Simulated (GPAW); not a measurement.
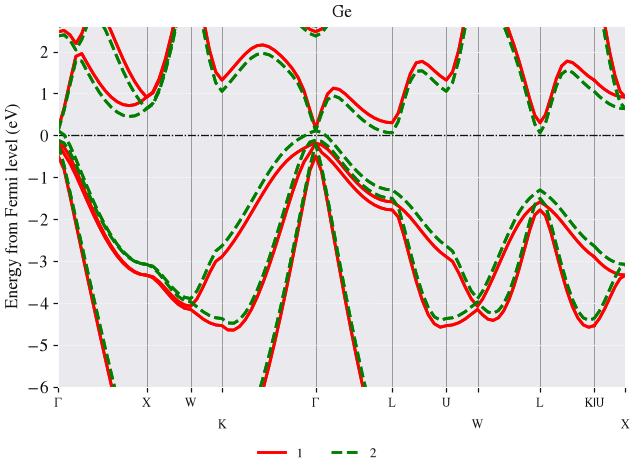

Band structures of diamond-type Ge, space group Fd-3m (No. 227), 2 atoms in the primitive cell (cubic a = 5.658 Å), by two methods on the same cell. Each is counted from its own Fermi level.

Q: Which curve is which? The methods: mBEEF+SOC, LDA+SOC.

A: 1 is mBEEF+SOC; 2 is LDA+SOC. mBEEF+SOC gives a gap of 0.35 eV along the path and LDA+SOC gives a metal.

Settings. mBEEF+SOC: GPAW PAW data sets (gpaw-data 1.2.1), spin-orbit coupling, no magnetisation, 8×8×8 k mesh, 600 eV cutoff, Fermi-Dirac smearing of 0.05 eV (GPAW). LDA+SOC: the program's PAW data sets (release 1.2.1) made for this functional, spin-orbit coupling, no magnetisation, 4×4×4 k mesh, 600 eV cutoff, Fermi-Dirac smearing of 0.05 eV (GPAW 26.7.0).

This program's spin-orbit splittings come out too wide for heavy elements. LDA+SOC: the k mesh is coarse, so the values aren't converged. LDA+SOC: the bands overlap only a little at an even electron count, and semilocal functionals can close small gaps, so the real material need not be a metal. mBEEF+SOC: spin-orbit coupling was added after a scalar SCF, so levels and gaps hold it while energy, forces, pressure and moments don't. mBEEF+SOC: the PAW data sets were made with another functional.
